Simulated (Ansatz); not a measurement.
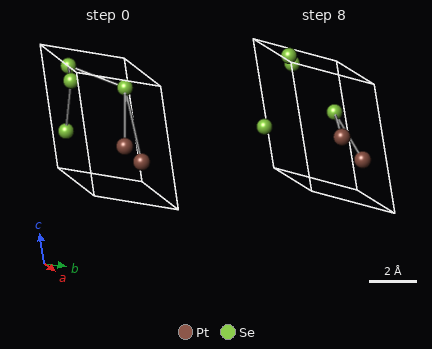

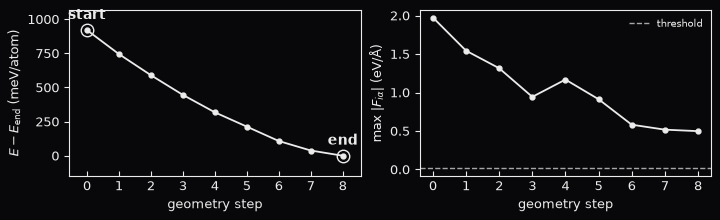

First and last geometry of a relaxation of solid PtSe$_{2}$ (built on the cubic Laves (C15)_227 type) (coarse preliminary run), with the history of the run. Style: ball-and-stick. Shown: the cell of the calculation, reduced to other axes, slightly off an axis. Lengths and directions refer to the drawn axes.

Theory: Ansatz, DFT PBE, scalar-relativistic, plane waves, PAW. Settings: plane-wave cutoff 420 eV; k-point mesh 6 × 6 × 6; occupations gaussian; smearing width 0.1 eV; no spin polarisation; cell and atoms relaxed; force threshold 0.015 eV/Å; at most 120 steps.

Q: What do the curves and the structures tell?

A: The run was cut off at its time limit before the relaxation converged, so the last structure is only a point on the way. The largest move relative to the cell is that of a Se atom, 1.21 Å along [−1 −1 −3]. By element the largest moves are Se 1.21 Å, Pt 0.49 Å. The drawn cell changes as follows: a 5.406 → 5.299 Å (−2.0 %), b 5.420 → 5.437 Å (+0.3 %), c 5.504 → 5.688 Å (+3.3 %), α 91.1° → 98.3°, β 118.5° → 113.3°, γ 118.1° → 116.8°; the volume changes by +4.2 %. Among the contacts that change: Pt–Se 3.115 → 4.661 Å, Pt–Se 3.209 → 4.653 Å, Pt–Se 3.556 → 2.491 Å, Se–Se 2.661 → 3.719 Å. Bonds break: Pt–Se (3.01 → 3.95 Å), Se–Se (2.33 → 3.22 Å). Bond angles that change, for instance: Se–Pt–Se 133.9° → 89.1°, Pt–Se–Pt 133.1° → 172.5°, Se–Pt–Se 133.1° → 172.5°. The space group stays P1 (No. 1). Over 8 geometry steps the energy falls by 920 meV per atom. Largest force component: 2 eV/Å at the start, 0.5 eV/Å at the end. Pressure: 3.45 GPa at the start and 0.65 GPa at the end.
